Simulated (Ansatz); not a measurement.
**CdSe: density, localisation and related maps**

Input

```
crystal:
  lattice:
    - [0.0, -3.0413096037, -3.0413096037]
    - [0.0, 3.0413096037, -3.0413096037]
    - [6.0826192074, 0.0, 0.0]
  atoms:
    - { symbol: Cd, position: [0.5132583733, 0.5302426237, 0.5] }
    - { symbol: Cd, position: [-0.0132583733, -0.0302426237, 0.0] }
    - { symbol: Se, position: [0.0324332515, 0.5004473207, 0.25] }
    - { symbol: Se, position: [0.4675667485, -0.0004473207, 0.75] }
basis:
  ecutwfc: 420
kpoints:
  mp_grid: { grid: [8, 8, 6] }
hamiltonian:
  xc: pbesol
  pseudopotentials: { kind: paw }
scf:
  occupations: { method: gaussian, width: 0.05 }
output:
  forces: true
  stress: true
  eigenvalues: true
  write_density: true
  write_potential: true
  elf: true
  volumetric_format: npy
```

Launched as:

```sh
ansatz run input.yaml --threads 1 --pin off --max-ram 2048MiB --backend cpu --events-out ev --progress --plain --runs-dir out
```

Below, planes, directions and counts refer to the conventional cell (a = 4.30 Å, b = 6.08 Å, c = 4.30 Å, α = 90.00°, β = 90.00°, γ = 90.00°).

Space group P2₁; a structure from a database of computed crystals, not necessarily the ambient phase; not relaxed (largest force 0.9 eV/Å).

Method: DFT PBEsol, scalar-relativistic, plane waves, PAW in Ansatz.

The density is the valence pseudo-density of a PAW calculation; it isn't the true density close to the nuclei.

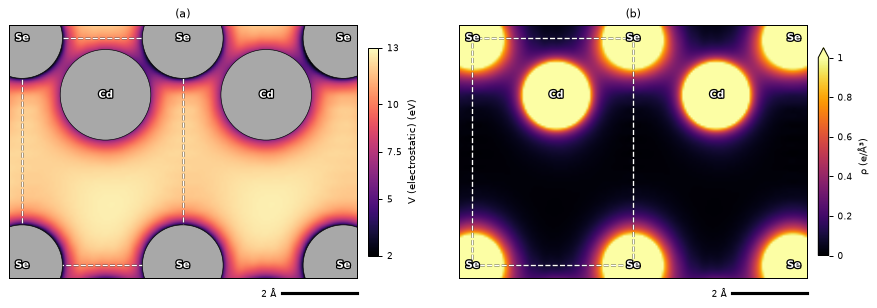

Figure 1. (a) electrostatic potential (local pseudopotential plus Hartree) felt by an electron; (b) valence pseudo-density on the (001) plane of the conventional cell. Grey discs cover the atomic cores in the potential map.

What do the fields say about this system?

Answer. The section cuts through Cd and Se sites.
Cd–Se (2.70 Å): ρ at the midpoint is about 0.35 e/Å³.
Between the atoms the lowest density in this plane is 0.005 e/Å³.
Outside the cores the potential energy rises away from the atoms and is highest about 2.5 Å from the nearest atoms; its zero is arbitrary.

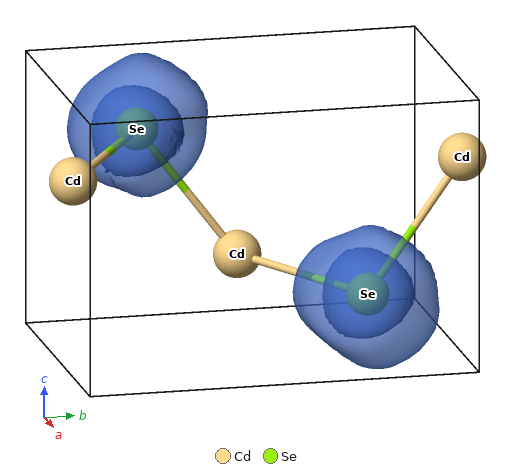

Figure 2. Isosurface of the electron localisation function at 0.75 (blue), seen slightly off an axis. Only the valence region is drawn (cores and ρ < 0.01 e/Å³ removed). Sticks mark near contacts.

Where are the electrons localised?

Answer. At this value the surface marks out two regions wrapped around Se (the valence shell of each), counted in one cell of 4 atoms. Regions shared between cells count once. Profiles from the grid: Cd–Se (2.53 Å): the ELF is about 0.40 at the midpoint. Cd–Se (2.70 Å): the ELF is about 0.40 at the midpoint and 0.15 at its lowest between the atoms.

Does the calculation give a band gap?

Answer. It is gapped, with a Kohn–Sham gap of 0.47 eV on the k-point mesh, an upper bound to the gap of this method.
